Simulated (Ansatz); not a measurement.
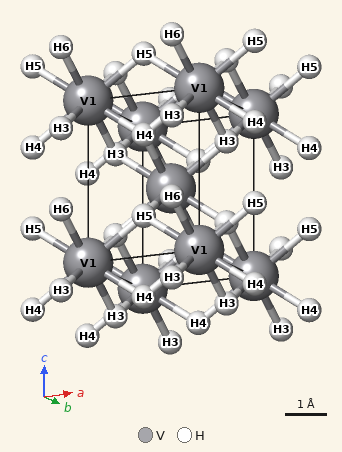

Solid VH₂ (set up in I4/mmm), before the relaxation. Style: ball-and-stick. Shown: the cell of the calculation, from a free direction.

Case: biaxial strain in the a-b plane of +3.0 %; c and atoms relaxed.

Method: Ansatz, DFT r2SCAN, scalar-relativistic, plane waves, PAW.

The input:
```yaml
crystal:
  lattice:
    - [2.1565669915, 2.1565669915, 0.0]
    - [-2.1565669915, 2.1565669915, 0.0]
    - [0.0, 0.0, 4.1121335643]
  atoms:
    - { symbol: V, position: [0.0, 0.0, 0.0] }
    - { symbol: V, position: [0.5, 0.5, 0.5] }
    - { symbol: H, position: [0.0, 0.5, 0.75] }
    - { symbol: H, position: [0.5, 0.0, 0.75] }
    - { symbol: H, position: [0.5, 0.0, 0.25] }
    - { symbol: H, position: [0.0, 0.5, 0.25] }
basis:
  ecutwfc: 500
kpoints:
  mp_grid: { grid: [12, 12, 8] }
hamiltonian:
  xc: r2scan
scf:
  occupations: { method: gaussian, width: 0.1 }
output:
  forces: true
  stress: true
  eigenvalues: true
relax:
  adjacent_minimum: "off"
  f_tol: 0.008
  max_steps: 40
  cell: { stress_tol: 0.015, fix: [a, b, gamma] }
```

Launched with:
```bash
ansatz run input.yaml --threads 1 --pin off --max-ram 2560MiB --backend cpu --events-out ev --progress --plain --runs-dir out
```

Predict the outcome.

Answer. After 2 accepted moves (3 points after the start) the energy has fallen by 0.2 meV per atom. All forces vanish by symmetry, so only the cell relaxes. Pressure: −6.98 GPa at the start and −6.15 GPa at the end. At 1 point the geometry stayed and the basis and grid were re-selected for the new cell (energy shift of less than 0.05 meV per atom at most each time). The atoms keep their places relative to the cell (all moves are under 0.005 Å). The volume changes by −0.5 %, with a = b unchanged at 3.050 Å, c 4.112 → 4.090 Å (−0.5 %). Near-neighbour distances that change, for instance: V1–V2 2.980 → 2.972 Å. The space group stays I4/mmm (No. 139).
